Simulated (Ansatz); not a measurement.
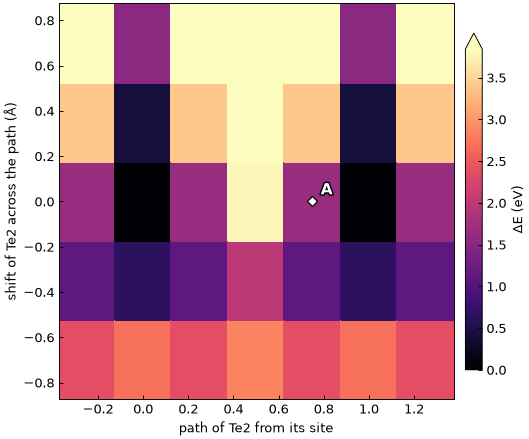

Te₂Mo (P-6m2 phase) with one Te vacancy (11 atoms in the cell, cell charge +2). 
- An atom moved over a plane that holds its own site and a neighbouring vacancy (x along [0 −1 0], y along [−2 −1 0], z along [0 0 −1] of the conventional cell).
- The first coordinate is: path of Te2 from its site (0) to the vacancy (1), 3.495 Å; the second: shift of Te2 across the path, along the Cartesian direction [1 2 0].
- Nothing is relaxed (all other atoms held at the sites of the perfect crystal).
- The grid has 7 × 5 points; 15 points were computed and 20 follow by symmetry.
- Points are written as (first, second).
- Energies: eV per cell, counted from the lowest grid point.
- The cell is charged on a uniform background, without a charge correction.
- Level of theory: Ansatz, DFT PBE+D3(BJ), scalar-relativistic, plane waves, PAW. Settings: cutoff 420 eV, k-mesh 6×6×4, gaussian smearing 0.05 eV, no spin polarisation.

Drawn: one coloured cell a grid point, one colour for all values above the top of the scale, the point A.

**Is A at rest? If not, where is it pushed?**

A, at (0.75, 0.00 Å), is not a stationary point. The computed force is 12 eV for each unit of the axis towards larger values of the first coordinate and 3.5 eV for each Å towards smaller values of the second coordinate.

PAW datasets: the set soft_1.
